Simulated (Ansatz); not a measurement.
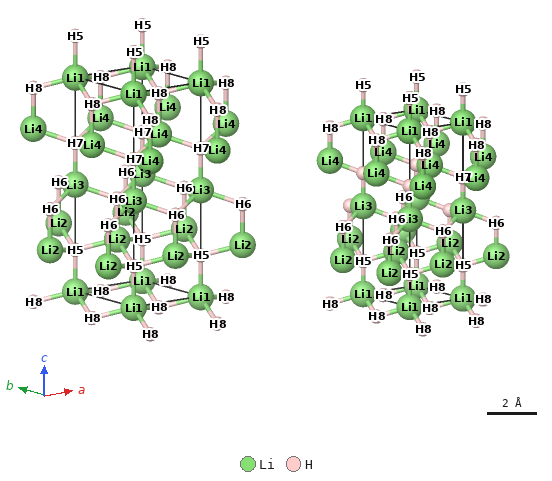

Two geometries of a crystal of LiH (built on the 4H polytype type), drawn at one scale. One is the start of a relaxation, the other its converged end. The picture is a ball-and-stick view of the cell of the calculation, seen from a free direction.

Level of theory: Ansatz, DFT, PBEsol, plane waves, PAW. (plane-wave cutoff 420 eV; k-point mesh 9 × 9 × 4; occupations fermi dirac; smearing width 0.03 eV; no spin polarisation; cell and atoms relaxed; force threshold 0.01 eV/Å; at most 120 steps)

> Which geometry has the lower energy?

The left one is the relaxed one. The largest moves relative to the cell, 0.037 Å, are those of Li1 and Li3. Li3 goes along −c. Largest moves by element: Li 0.037 Å, H 0.032 Å. The drawn cell changes as follows: a = b 2.417 → 3.040 Å (+25.8 %), c 7.894 → 9.599 Å (+21.6 %); the volume changes by +92.4 %. Near-neighbour distances that change, for instance: Li1–Li1 2.417 → 3.040 Å, Li1–Li2 2.417 → 2.992 Å, Li1–Li4 2.417 → 2.955 Å, Li1–H5 1.480 → 1.869 Å. Bond angles that change, for instance: Li2–H6–Li3 109.5° → 107.3°, H6–Li3–H7 109.5° → 107.3°, H6–Li3–H6 109.5° → 111.6°. The space group stays P6_3mc (No. 186). After 8 accepted moves (10 points after the start) the energy has fallen by 475 meV per atom. Largest force component: 0.089 eV/Å at the start, 0.0025 eV/Å at the end. Pressure: 53.19 GPa at the start and −0.01 GPa at the end. At 2 points the geometry stayed and the basis and grid were re-selected for the new cell (energy shift of 18.7 meV per atom at most each time). Cost: 13 s on 4 threads of Intel(R) Xeon(R) Processor @ 2.70GHz, on a shared host, peak memory 0.44 GiB.
